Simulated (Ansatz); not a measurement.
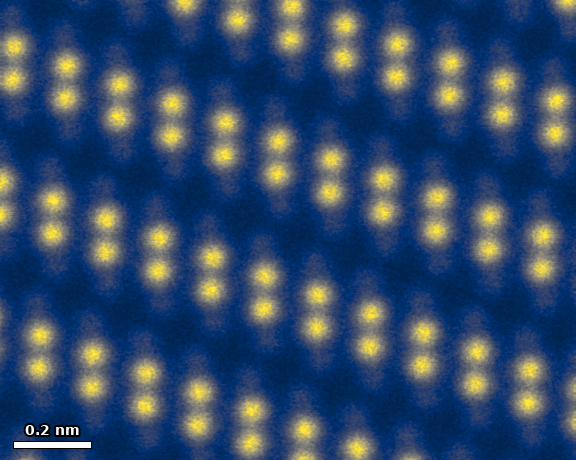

Z-contrast image of TiO2 (I4_1/amd, No. 141). Simulation: incoherent imaging, intensity Z^1.7 per atom, probe width 0.60 Å, thin sample. The probe carries 25 % of its weight in a tail 2.5 times as wide. Shot noise and a slight drift were added. Atomic positions: coordinates from a relaxation (final pressure about 20 GPa) with Ansatz, DFT, PAW plane waves, r2scan; the starting structure was generated, so it need not be a known form of this composition.

```cif
data_structure
_symmetry_space_group_name_H-M 'I4_1/amd:1'
_symmetry_Int_Tables_number 141
_cell_length_a 3.7334
_cell_length_b 3.7334
_cell_length_c 8.9219
_cell_angle_alpha 90.000
_cell_angle_beta 90.000
_cell_angle_gamma 90.000
_cell_volume 124.36
loop_
_atom_site_label
_atom_site_type_symbol
_atom_site_symmetry_multiplicity
_atom_site_Wyckoff_symbol
_atom_site_fract_x
_atom_site_fract_y
_atom_site_fract_z
_atom_site_occupancy
Ti1 Ti 4 a 0.00000 0.00000 0.00000 1
O1 O 8 e 0.00000 0.00000 0.21692 1
```

Question: Which beam direction gives this image, [101], [210], [211] or [001]? (Directions equivalent by symmetry count as one.)

Answer: [211]. The projected cells are 1.87 × 3.44 Å, 90° for [101]; 1.67 × 4.54 Å, 101° for [210]; 1.48 × 3.50 Å, 100° for [211]; 1.87 × 1.87 Å, 90° for [001], and the image repeats as the [211] one does.
